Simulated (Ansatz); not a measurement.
Single-point calculation, with input and output: Ge

The run: single-point calculation of Ge (Fd-3m, 6 atoms in the cell). Method and program: DFT PBE, scalar-relativistic, plane waves, PAW, no spin polarisation (Ansatz 0.2.0).

The structure derives from an entry of the Crystallography Open Database. It belongs to a series of runs on one base structure; here: bulk in the cell of the (1 1 1) plane.

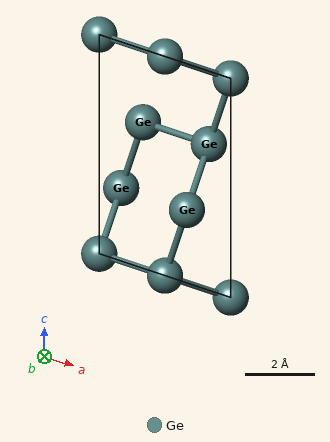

Figure 1. The structure as given in the input (ball-and-stick view of the reduced cell, along the b axis). An atom can appear more than once, as a periodic image. Near neighbours in the periodic cell (some may lie outside the picture): Ge has 4 Ge at 2.49 Å.

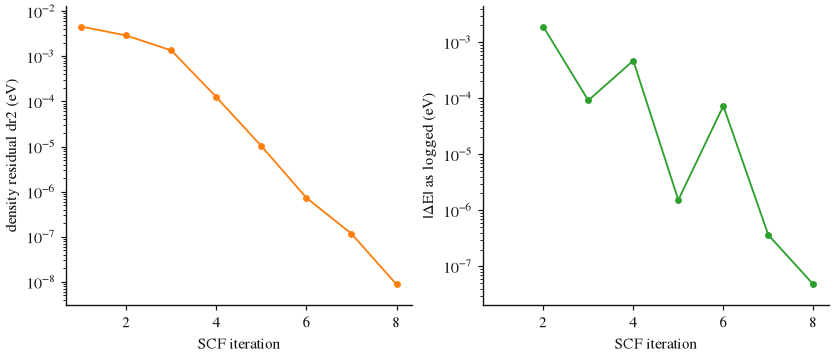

Figure 2. Convergence of the self-consistent field: density residual dr2 and size of the energy change against the SCF iteration. The residual falls at every step.

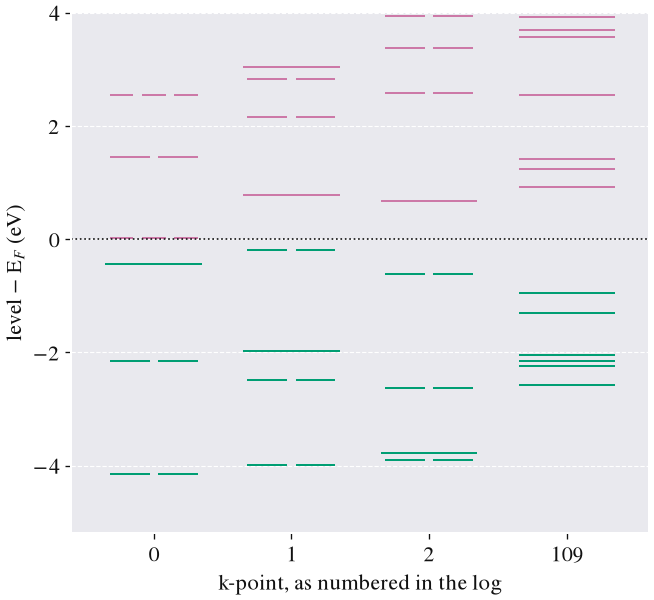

Figure 3. Kohn–Sham levels near the Fermi level (dotted) at the few k-points that the log prints; levels within 0.02 eV of each other stand side by side. The system is metallic on the full mesh.

The input that produced these results follows, with the program's output.

The input:
```yaml
crystal:
  lattice:
    - [7.0558403794, 0.0, 0.0]
    - [-3.5279201897, 6.1105370136, 0.0]
    - [-2.3519467931, 0.0, 3.3261550528]
  atoms:
    - { symbol: Ge, position: [0.8333333333, 0.6666666667, 0.5] }
    - { symbol: Ge, position: [0.5, 0.0, 0.5] }
    - { symbol: Ge, position: [0.1666666667, 0.3333333333, 0.5] }
    - { symbol: Ge, position: [0.0833333333, 0.6666666667, 0.25] }
    - { symbol: Ge, position: [0.75, 0.0, 0.25] }
    - { symbol: Ge, position: [0.4166666667, 0.3333333333, 0.25] }
basis:
  ecutwfc: 420
kpoints:
  mp_grid: { grid: [6, 6, 10] }
hamiltonian:
  xc: pbe
scf:
  occupations: { method: gaussian, width: 0.1 }
output:
  forces: true
  stress: true
  eigenvalues: true
```

Run as:
```bash
ansatz run input.yaml --threads 8 --pin off --max-ram 20480MiB --backend cpu --events-out ev --progress --plain --runs-dir out
```

The program's output:
```
Warning: crystal.symmetry: narrowed to the stabiliser of the k-point mesh — unitary ops 24 → 12; excluded 12 operations that carry a point of the 6×6×10 mesh (shift [0, 0, 0]) off the mesh (the run samples exactly the mesh kpoints.mp_grid names, as under crystal.symmetry.detect: false, and its converged state has the mesh's symmetry, not the crystal's; ε∞, the Born charges and the force constants of a linear response (`dielectric:` by the response, `phonons.method: dfpt`) are averaged over those of the crystal's operations that the state keeps within a tolerance, where `mesh_tensors`, `unaveraged_element` or `gamma_mean_max_change_ev_ang2` stands beside them; a row that `dielectric.field_direction` solves alone is averaged likewise, with nothing beside; a Γ-centred mesh of equal divisions is mapped onto itself by every operation and keeps the whole group, as does a half-shifted one under kpoints.further_shifts: images)
Engine: ansatz 0.2.0, aarch64-unknown-linux-gnu
Pseudopotentials: kind: paw
Pseudopotential: Ge, paw, valence charge 14, recommended cutoff 420 eV (normal), Ge.paw.azcp
Functional definition: PBE
  parameter kappa = 0.804
  parameter beta = 0.06672455060314922
  exchange = pbe_x(kappa = kappa, mu = beta*pi^2/3)
  correlation = pbe_c(beta = beta)
Crystal: 6 atoms, lattice volume = 143.407 Å³
Basis set: ecut = 420 eV, 2811 PW (Γ), exchange–correlation on 96×96×60 points (8 copies of the dense FFT grid, shifted against one another)
Bands: 51, of which v1, the nominal top of the filled ones, is band 42 counted from 1 (41 counted from 0)
Symmetry: 12 space group operations
k-points: 110 of 360
Non-local potential: Ge, projectors of the file, l = 0: 2, l = 1: 2, l = 2: 3, l = 3: 1
PAW form: soft (Blöchl's): semilocal exchange-correlation on the pseudo side does not see the compensation charge
PAW one-centre angular grid: Ge, 590 points (default); XC on 64 Gauss nodes
Initial density: superposition of atomic densities (neutral atoms: chi_scale 0, normalization atom), corrected by the library's trained network
Initial wavefunctions: pseudopotential atomic-orbital guess
Functional: x = pbe(κ = 0.804, μ = 0.2195149727645171), c = pbe(β = 0.06672455060314922)
SCF iter   1: F=—  HF=-25769.904309 eV  |F-HF|=—  |Δ(HF+E_count)|=         —  Δρ=1.61e-3  dr2=4.56e-3  ethr=1.77e-3  ⟨swp⟩=6.5  Hψ=19638  notcnv=0  defer=3
preconditioner: auto → Kerker (q_TF=auto, 2.496 Å⁻¹)  [metal: Δε(μ)=0.068 eV  Ē_g=22.411 eV  σ=0.100 eV  W_gap=0.36  n_scr=38 (ndim 8)  ℏωp=28.4 eV  f_vac=0.092  D(μ)=0.27/eV (n_scr^D=0)]
SCF iter   2: F=—  HF=-25769.902408 eV  |F-HF|=—  |Δ(HF+E_count)|=   1.90e-3  Δρ=1.27e-3  dr2=2.90e-3  ethr=5.43e-6  ⟨swp⟩=2.0  Hψ=9934  notcnv=0  defer=3
SCF iter   3: F=—  HF=-25769.902316 eV  |F-HF|=—  |Δ(HF+E_count)|=   9.17e-5  Δρ=7.22e-4  dr2=1.35e-3  ethr=3.45e-6  ⟨swp⟩=2.4  Hψ=8801  notcnv=0  defer=3
SCF iter   4: F=—  HF=-25769.902787 eV  |F-HF|=—  |Δ(HF+E_count)|=   4.70e-4  Δρ=4.30e-4  dr2=1.24e-4  ethr=1.61e-6  ⟨swp⟩=3.0  Hψ=9772  notcnv=0  defer=3
SCF iter   5: F=—  HF=-25769.902788 eV  |F-HF|=—  |Δ(HF+E_count)|=   1.53e-6  Δρ=6.99e-5  dr2=1.02e-5  ethr=1.48e-7  ⟨swp⟩=2.0  Hψ=9906  notcnv=0  defer=3
SCF iter   6: F=—  HF=-25769.902715 eV  |F-HF|=—  |Δ(HF+E_count)|=   7.30e-5  Δρ=3.45e-5  dr2=7.30e-7  ethr=1.22e-8  ⟨swp⟩=3.0  Hψ=9912  notcnv=0  defer=3
SCF iter   7: F=—  HF=-25769.902715 eV  |F-HF|=—  |Δ(HF+E_count)|=   3.63e-7  Δρ=1.37e-5  dr2=1.17e-7  ethr=8.70e-10  ⟨swp⟩=2.0  Hψ=9909  notcnv=0  defer=3
SCF iter   8: F=-25769.902715 eV  HF=-25769.902715 eV  |F-HF|=2.15e-8  |Δ(HF+E_count)|=   4.76e-8  Δρ=3.81e-6  dr2=8.79e-9  ethr=1.19e-10  ⟨swp⟩=8.1  Hψ=19765  notcnv=0
SCF 1 converged in 8 iterations: F = -25769.902715 eV  dr2 = 8.79e-9
  greatest PAW one-centre occupation: 0.998 electrons in one spin orbital (limit 2), on the Ge atom at site 2 (counted from 0), in its partial waves of l = 2
SCF converged after 8 iterations
Free energy (F): -25769.902715 eV
Harris-Foulkes:  -25769.902715 eV  (|F-HF|=2.15e-8)
Internal energy: -25769.901388 eV  (E = F + TS)
E sigma→0 (E₀):  -25769.902052 eV
Entropy (-TS):   -0.001327 eV (-0.221 meV/atom)
Fermi energy:    7.858129 eV
--- Per-component energies (eV) ---
  E_band       = -946.544382
  E_kinetic    = 665.174201
  E_local      = -15054.883571  (includes V_loc(G=0)·N_el)
  E_nonlocal   = 2509.066468
  E_hartree    = 6597.175728
  E_xc         = -451.776388
  E_vxc        = -385.393374  (∫ρ·V_xc dr)
  E_paw        = -12117.732051  (= ΣΔE_a)
  E_vpaw       = -1874.875615  (= ΣTr[D̂ρ^β])
  E_aug_tail   = 0.002343  (compensation charges beyond the density's cutoff)
  E_ewald      = -7916.928118
  E_smearing   = -0.001327  (= −TS)
  E_closure    = -0.000000  (closes the sum)
  Σ components = -25769.902715   (vs F -25769.902715, Δ=0.00e0)
--- Forces (eV/Å), atoms counted from 1 ---
  atom   1  Ge    -0.00061942     0.00000000    -0.00038987
  atom   2  Ge    -0.00061942     0.00000000    -0.00038987
  atom   3  Ge    -0.00061942     0.00000000    -0.00038987
  atom   4  Ge     0.00061942    -0.00000000     0.00038987
  atom   5  Ge     0.00061942    -0.00000000     0.00038987
  atom   6  Ge     0.00061942    -0.00000000     0.00038987
  max |Σ_I F_I| component: 1.08e-19 eV/Å
--- Stress (GPa, compression-positive) ---
        0.023536      -0.000000      -0.003615
       -0.000000       0.034594      -0.000000
       -0.003615       0.000000       0.010467
  P = ⅓ Tr σ = 0.0229 GPa (0.229 kbar)
--- Band table (eV; the first three rows and the last of 110) ---
  k-point 0: bands = ["-16.9012", "-16.9012", "-16.8869", "-16.8869", "-16.8562", "-16.8562", "-16.8560", "-16.8246", "-16.8244", "-16.8081", "-16.8081", "-16.7482", "-16.7482", "-16.7434", "-16.7434", "-16.7306", "-16.7306", "-16.7147", "-16.7147", "-16.6768", "-16.6768", "-16.6405", "-16.6405", "-16.6403", "-16.6321", "-16.6319", "-16.5939", "-16.5939", "-16.5812", "-16.5812", "-4.4965", "-1.6848", "-1.6848", "0.1930", "0.1930", "3.7061", "3.7061", "5.7038", "5.7038", "7.4197", "7.8747", "7.8748", "7.8749", "9.3082", "9.3082", "10.3999", "10.3999", "10.4002", "13.3912", "13.3912", "13.9900"]
  k-point 1: bands = ["-16.8999", "-16.8999", "-16.8890", "-16.8890", "-16.8611", "-16.8610", "-16.8547", "-16.8178", "-16.8177", "-16.8045", "-16.8045", "-16.7562", "-16.7562", "-16.7409", "-16.7409", "-16.7322", "-16.7322", "-16.7081", "-16.7081", "-16.6796", "-16.6796", "-16.6493", "-16.6492", "-16.6422", "-16.6242", "-16.6242", "-16.5924", "-16.5924", "-16.5824", "-16.5824", "-4.3807", "-1.6823", "-1.6823", "0.1779", "0.1779", "3.8704", "3.8704", "5.3706", "5.3706", "5.8870", "7.6614", "7.6614", "8.6435", "10.0135", "10.0135", "10.6879", "10.6881", "10.8986", "12.3638", "12.3638", "13.6332"]
  k-point 2: bands = ["-16.8993", "-16.8993", "-16.8899", "-16.8899", "-16.8689", "-16.8687", "-16.8509", "-16.8055", "-16.8054", "-16.8030", "-16.8030", "-16.7587", "-16.7587", "-16.7405", "-16.7405", "-16.7325", "-16.7325", "-16.7057", "-16.7057", "-16.6809", "-16.6809", "-16.6602", "-16.6601", "-16.6466", "-16.6158", "-16.6157", "-16.5918", "-16.5918", "-16.5828", "-16.5828", "-4.0401", "-1.6812", "-1.6812", "0.1722", "0.1722", "3.9490", "3.9490", "4.0752", "5.2361", "5.2361", "7.2470", "7.2471", "8.5318", "10.4435", "10.4435", "11.2256", "11.2258", "11.7989", "11.7989", "12.3484", "13.6764"]
  k-point 109: bands = ["-16.8822", "-16.8820", "-16.8798", "-16.8789", "-16.8783", "-16.8781", "-16.8462", "-16.8376", "-16.8359", "-16.7957", "-16.7902", "-16.7831", "-16.7827", "-16.7820", "-16.7504", "-16.7311", "-16.6830", "-16.6826", "-16.6713", "-16.6705", "-16.6693", "-16.6601", "-16.6547", "-16.6382", "-16.6082", "-16.6067", "-16.6062", "-16.6030", "-16.6022", "-16.6016", "-3.2788", "-3.0409", "-2.8493", "1.1701", "2.0928", "2.0944", "5.2730", "5.6242", "5.7093", "5.8177", "6.5556", "6.9031", "8.7793", "9.0893", "9.2650", "10.4077", "11.4223", "11.5565", "11.7874", "11.9343", "13.2565"]
```

Summary:

```csv
quantity,value
outcome,converged
space group (tolerance 0.01 Å),Fd-3m (227)
electrons treated,84
free energy,−25769.9027 eV
Fermi energy,7.858 eV
gap on the k-point mesh,none (metallic)
pressure,0.02 GPa
largest force (length of the vector),0.001 eV/Å
hardware,"8 threads of Arm Neoverse V1, 24 GiB of memory available, shared host"
wall time,7.2 s (CPU time 55 s)
peak memory,0.98 GiB
```

Remarks:

Warnings of the run: the k-point mesh lowers the symmetry that the run can use.
